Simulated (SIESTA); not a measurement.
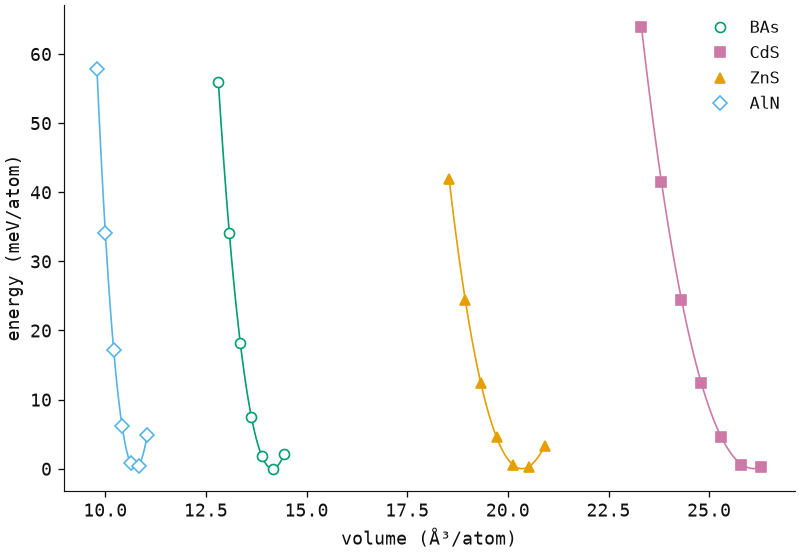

Plotted: energy against volume, with one curve for each compound, for AlN, BAs, CdS and ZnS (all in space group F-43m (No. 216)).

Computed with SIESTA 5.4.2: DFT in numerical atomic orbitals with pseudopotentials, no spin polarisation; energies at scaled volumes of the given cell, shape and fractions fixed, counted from the fit's minimum, third-order Birch-Murnaghan fit. Level: PBE.

- occupations: Fermi–Dirac
- smearing width: 0.05 eV
- potentials: PseudoDojo 0.4 standard, converted to PSML, two zetas on semicore shells

Settings that differ: BAs: k mesh 10×10×10; CdS: k mesh 8×8×8; ZnS: k mesh 9×9×9; AlN: k mesh 10×10×10.

Order the curves by fitted equilibrium volume, smallest first.

Answer. AlN 10.742, BAs 14.151, ZnS 20.350, CdS 26.106 Å³/atom.

Order the curves by fitted bulk modulus, smallest first.

Answer. CdS 55.7, ZnS 70.3, BAs 115.4, AlN 191.8 GPa.

Caveats: mulliken charges of long orbitals; short basis over semicore shells (ZnS); valence orbitals made in semicore potential (ZnS).
